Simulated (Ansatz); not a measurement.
Input

```
crystal:
  lattice:
    - [3.1831493761, 0.0, 0.0]
    - [-1.591574688, 2.7566882238, 0.0]
    - [0.0, 0.0, 5.1836252293]
  atoms:
    - { symbol: Ga, position: [0.3333333333, 0.6666666667, -0.0008868111] }
    - { symbol: Ga, position: [0.6666666667, 0.3333333333, 0.4991131889] }
    - { symbol: "N", position: [0.3333333333, 0.6666666667, 0.3758868111] }
    - { symbol: "N", position: [0.6666666667, 0.3333333333, 0.8758868111] }
kpoints:
  mp_grid: { grid: [12, 12, 6] }
  band_path:
    path:
      - [0.0, 0.0, 0.0]
      - [0.5, 0.0, 0.0]
      - [0.3333333333, 0.3333333333, 0.0]
      - [0.0, 0.0, 0.5]
      - [0.5, 0.0, 0.5]
      - [0.3333333333, 0.3333333333, 0.5]
    npoints: 1
hamiltonian:
  xc: pbe
scf:
  occupations: { method: fermi_dirac, width: 0.02 }
  n_extra_bands: 5
output:
  forces: true
  stress: true
  eigenvalues: true
  write_density: true
  write_potential: true
  elf: true
  volumetric_format: npy
```

Launched as:

```sh
ansatz run input.yaml --threads 2 --pin off --max-ram 20275MiB --backend cpu --events-out ev --progress --plain --runs-dir out
```

Below, planes, directions and counts refer to the conventional cell (a = 3.18 Å, b = 3.18 Å, c = 5.18 Å, α = 90.00°, β = 90.00°, γ = 120.00°).

Space group P6₃mc; started from the wurtzite prototype, which need not be the ambient phase; computed pressure about 6 GPa in this cell.

These are results of Ansatz 0.2.0, DFT, PBE, plane waves, PAW, not measurements.

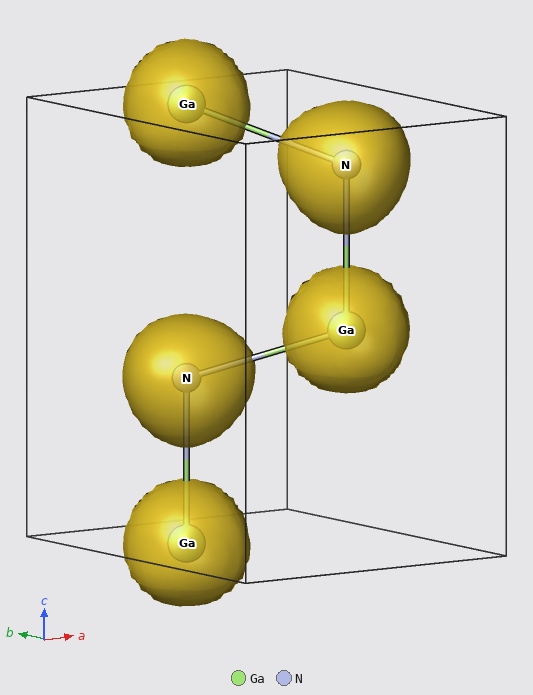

GaN. Isosurface of the valence charge density (pseudo) at 1 e/Å³ (yellow), seen at an oblique angle. Sticks mark near contacts.

In a PAW calculation such maps are meaningful between the atoms, not at the nuclei.

How is the density connected at this value?

At this value the density breaks into separate islands; it holds about 70 % of the electrons treated as valence (semicore included). It bridges none of the near contacts. It is pinched off along the shortest Ga–N (1.95 Å) contacts. On the grid the lowest density along these lines, outside the cores, is 0.73 e/Å³ (Ga–N, 1.95 Å).

Metal or insulator at this level of theory?

It is gapped, with a Kohn–Sham gap of 1.9 eV on the k-point mesh, an upper bound to the gap of this method.
